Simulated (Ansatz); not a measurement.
The calculation's input:

```
crystal:
  lattice:
    - [4.3693747848, 0.0, 0.0]
    - [0.0, 4.3693747848, 0.0]
    - [0.0, 0.0, 11.206250623]
  atoms:
    - { symbol: Sn, position: [0.0, 0.5, 0.62777089] }
    - { symbol: Sn, position: [0.5, 0.0, 0.37222911] }
    - { symbol: Se, position: [0.0, 0.5, 0.38396051] }
    - { symbol: Se, position: [0.5, 0.0, 0.61603949] }
hamiltonian:
  xc: r2scan
  pseudopotentials: { kind: paw }
kpoints:
  mp_grid: { grid: [6, 6, 3] }
scf:
  occupations: { method: fermi_dirac, width: 0.05 }
output:
  forces: true
  stress: true
  eigenvalues: true
  write_density: true
  write_potential: true
  elf: true
  volumetric_format: npy
```

Run with:

```sh
ansatz run input.yaml --threads 2 --pin off --max-ram 5632MiB --backend cpu --events-out ev --progress --plain --runs-dir out
```

Below, planes, directions and counts refer to the conventional cell (a = 4.37 Å, b = 4.37 Å, c = 11.21 Å, α = 90.00°, β = 90.00°, γ = 90.00°).

Space group P4/nmm; a structure from a database of computed crystals, not necessarily the ambient phase; not relaxed (largest force 0.4 eV/Å).

The calculation used Ansatz 0.2.0, Kohn-Sham DFT of a periodic cell, r2SCAN, Ansatz PAW.

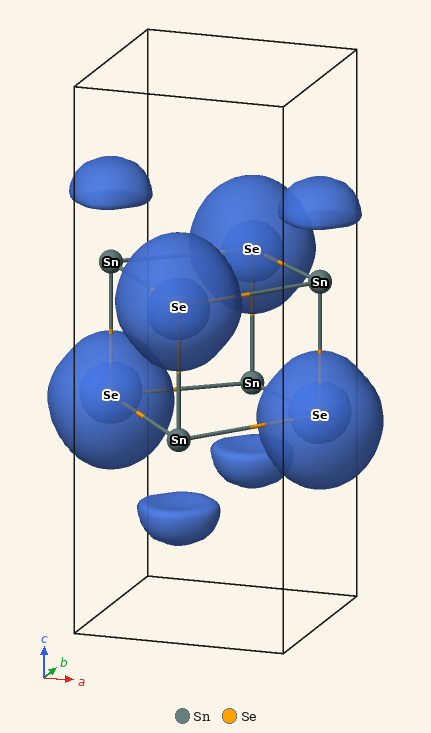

SnSe. Isosurface of the electron localisation function at 0.7 (blue), seen slightly off an axis. Only the valence region is drawn (cores and ρ < 0.01 e/Å³ removed). Sticks mark near contacts.

Where are the electrons localised?

At this value the surface marks out two lobes on Sn, pointing away from the bonds (lone pairs) and two regions wrapped around Se (the valence shell of each), counted in one cell of 4 atoms. Any copies at cell faces, edges or corners count once.

Values along the shortest contacts:
Sn–Se (2.73 Å): the ELF is about 0.60 at the midpoint. Sn–Se (3.09 Å): the ELF is about 0.40 at the midpoint and 0.30 at its lowest between the atoms.

Metal or insulator at this level of theory?

It is gapped, with a Kohn–Sham gap of 1.8 eV on the k-point mesh, an upper bound to the gap of this method.
